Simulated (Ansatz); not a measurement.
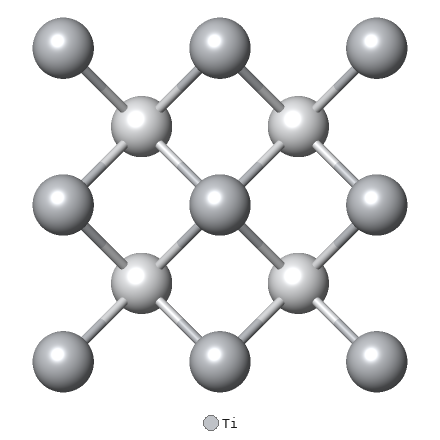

The system is S on a Ti(100) slab cut from the Im-3m phase, its upper half relaxed before the scan (16 atoms of substrate and one adsorbate in a 2 × 2 cell); the picture shows it without the atoms that are moved over the map. S is moved over the surface cell; relaxed at each place: the height of the adsorbate's atoms; substrate rigid; the origin of the map has the adsorbate above Ti13. Places are given modulo a cell vector. The map is drawn in real space over the plane of the surface. The grid has 8 × 8 points; 15 points were computed and 49 follow by symmetry. Places are given in fractions of the 1 × 1 surface cell. All energies are given in eV relative to the lowest grid point. All numbers below come from Ansatz 0.2.0, DFT PBE, scalar-relativistic, plane waves, PAW. Settings: cutoff 420 eV, k-mesh 4×4×1, gaussian smearing 0.1 eV, no spin polarisation.

Range: position of S17 along the first surface vector from 0.000 to 0.875; position of S17 along the second surface vector from 0.000 to 0.875.

Predict the map.

Answer. The lowest grid point is at a fourfold hollow over a second-layer Ti atom, (4/8, 4/8) of the cell vectors. No other kind of well shows on this grid. The highest grid point, the top site over a surface Ti atom, (0/8, 0/8) of the cell vectors, lies 2.69 eV above the lowest. On the interpolated surface the easiest way out of the lowest well to its copy in the next cell or period passes a barrier of about 1.7 eV. At the lowest point the adsorbate has 5 Ti at 2.52 Å as nearest neighbours, at the highest 1 Ti at 2.17 Å. Its relaxed height above the top atom is 1.02 Å at the lowest and 2.17 Å at the highest point.

```tsv
second ↓, first →	0/8	1/8	2/8	3/8	4/8	5/8	6/8	7/8
7/8	2.64	2.59	2.38	1.95	1.58	1.95	2.38	2.59
6/8	2.46	2.38	2.11	1.59	1.14	1.59	2.11	2.38
5/8	2.06	1.95	1.59	0.91	0.41	0.91	1.59	1.95
4/8	1.71	1.58	1.14	0.41	0.00	0.41	1.14	1.58
3/8	2.06	1.95	1.59	0.91	0.41	0.91	1.59	1.95
2/8	2.46	2.38	2.11	1.59	1.14	1.59	2.11	2.38
1/8	2.64	2.59	2.38	1.95	1.58	1.95	2.38	2.59
0/8	2.69	2.64	2.46	2.06	1.71	2.06	2.46	2.64
```

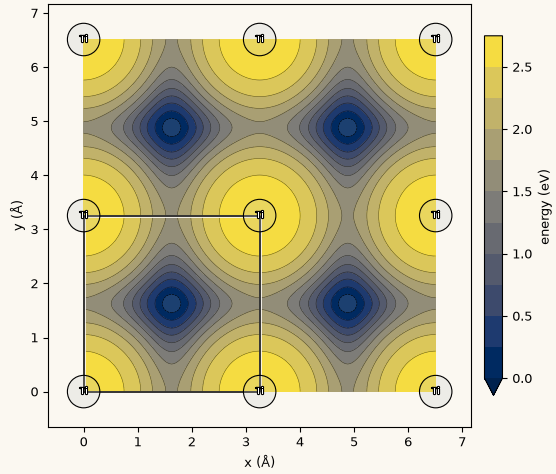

The picture shows filled contours, labelled circles for the atoms of the top layer and small ones for the second layer, the outline of one cell of the 2 × 2 shown. Between grid points the surface is interpolated.

Each point was launched as `ansatz run input.yaml --threads 4 --pin off --max-ram 12288MiB --backend cpu --events-out ev --progress --plain --runs-dir out`. The whole map (15 points run) took 21 min on 4 threads of Arm Neoverse V2, on a shared host.

PAW datasets: the set soft_1.
